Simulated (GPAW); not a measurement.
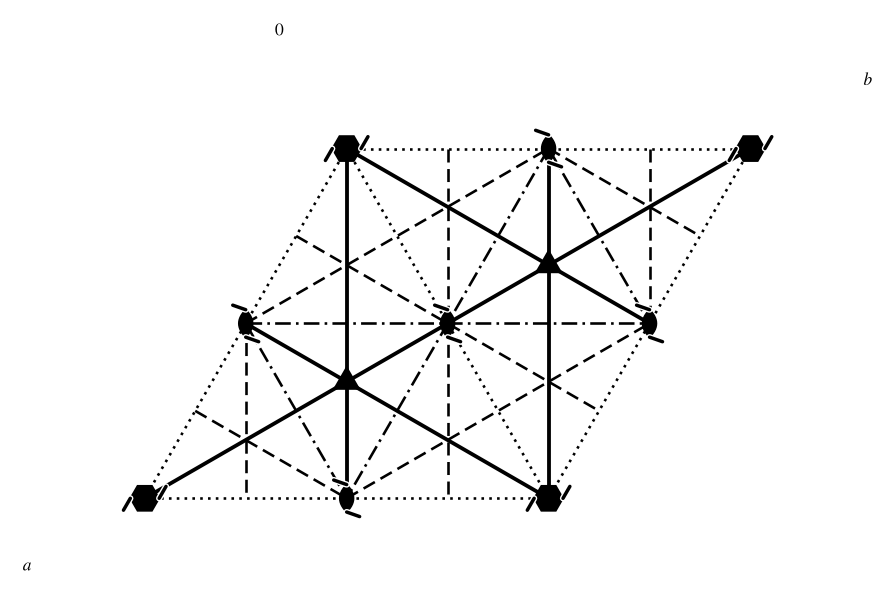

Symmetry elements of a space group, projected down c, computed from the operations of a computed or model structure of composition CoO.

Graphical symbols as in the International Tables (origin upper left, heights as fractions; handed screw axes are marked by their printed symbols).

> Which space group is it?

P6₃mc, No. 186; primitive hexagonal, point group 6mm, 12 general positions a cell.

> List the elements shown.

6₃ axes along c at (0, 0); 3 axes along c at (1/3, 2/3), (2/3, 1/3); 2₁ axes along c at (0, 1/2), (1/2, 0), (1/2, 1/2); mirror planes holding c and [1 2 0] or [2 1 0] or [−1 1 0]; in-plane glide planes holding c and [1 2 0] or [2 1 0] or [−1 1 0]; c glide planes normal to a*, at x = 0; n glide planes normal to a*, at x = 1/2; c glide planes normal to b*, at y = 0; n glide planes normal to b*, at y = 1/2; c glide planes holding c and [1 1 0]; diagonal glide planes holding c and [1 1 0]. Heights repeat every half period; positions are (a, b) fractions, modulo 1.
